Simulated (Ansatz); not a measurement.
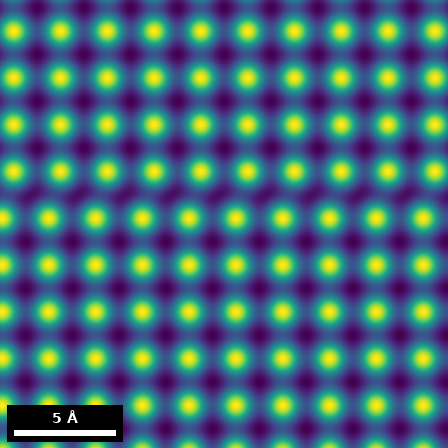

iDPC-like image of Mn (Pm-3m, No. 221) along [001]. Simulated as the projected potential of neutral atoms (B = 0.3 Å²) blurred by a 1.26 Å probe, the thin-sample limit of integrated differential phase contrast.

One planar defect was built into the perfect crystal by geometry alone, without relaxation. Host structure: coordinates from a relaxation with DFT, revPBE, plane waves (420 eV) with PAW, scalar-relativistic in Ansatz 0.2.0; the starting structure was generated, so it need not be a known form of this composition.

Find the planar defect and say what kind it is.

A planar fault (a stacking fault) runs horizontally about 10 Å below the top edge. The part above it is shifted along the boundary by 1/4 of the 2.30 Å repeat of the rows (0.6 Å to the right, the same as 1.7 Å to the left); both parts keep the same orientation.
